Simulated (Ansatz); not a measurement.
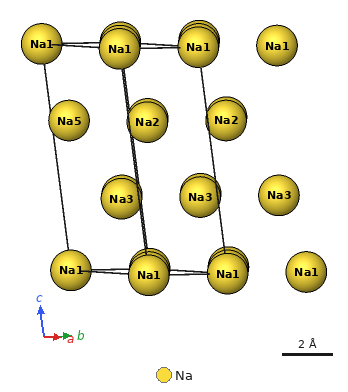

Starting structure of crystalline Na (set up in C2/m). The picture is a spheres-only view of the cell of the calculation, repeated 1 × 2 × 1 with one cell outlined, seen from a free direction.

Case: biaxial strain in the a-b plane of -1.0 %; c and atoms relaxed.

Level of theory: Ansatz 0.2.0, DFT PBEsol, scalar-relativistic, plane waves, PAW.

Input file:
```yaml
crystal:
  lattice:
    - [6.3433379489, 0.0, 0.0]
    - [0.0, 3.7040996566, 0.0]
    - [-2.3867920022, 0.0, 9.1565113098]
  atoms:
    - { symbol: Na, position: [0.0, 0.0, 0.0] }
    - { symbol: Na, position: [0.7260303735, 0.5, 0.6666665127] }
    - { symbol: Na, position: [0.7739696265, 0.0, 0.3333334873] }
    - { symbol: Na, position: [0.5, 0.5, 0.0] }
    - { symbol: Na, position: [0.2260303735, 0.0, 0.6666665127] }
    - { symbol: Na, position: [0.2739696265, 0.5, 0.3333334873] }
basis:
  ecutwfc: 420
kpoints:
  mp_grid: { grid: [6, 10, 4] }
hamiltonian:
  xc: pbesol
scf:
  occupations: { method: gaussian, width: 0.1 }
output:
  forces: true
  stress: true
  eigenvalues: true
relax:
  adjacent_minimum: "off"
  f_tol: 0.008
  max_steps: 40
  cell: { stress_tol: 0.015, fix: [a, b, gamma] }
```

Launched with:
```bash
ansatz run input.yaml --threads 1 --pin off --max-ram 1331MiB --backend cpu --events-out ev --progress --plain --runs-dir out
```

Predict the outcome.

The atoms keep their places relative to the cell (all moves are under 0.005 Å). Cell: a unchanged at 6.343 Å, b unchanged at 3.704 Å, c 9.462 → 9.426 Å (−0.4 %), β 104.6° → 104.2°. Volume −0.2 %. Near-neighbour distances that change, for instance: Na1–Na3 3.780 → 3.760 Å, Na2–Na3 3.736 → 3.723 Å, Na2–Na6 3.689 → 3.699 Å. The space group stays C2/m (No. 12). Over 2 accepted moves (3 points after the start) the energy falls by less than 0.05 meV per atom. Largest force component: 0.00037 eV/Å at the start, 0.00014 eV/Å at the end. Pressure: 0.10 GPa at the start and 0.12 GPa at the end. At 1 point the geometry stayed and the basis and grid were re-selected for the new cell (energy shift of less than 0.05 meV per atom at most each time).
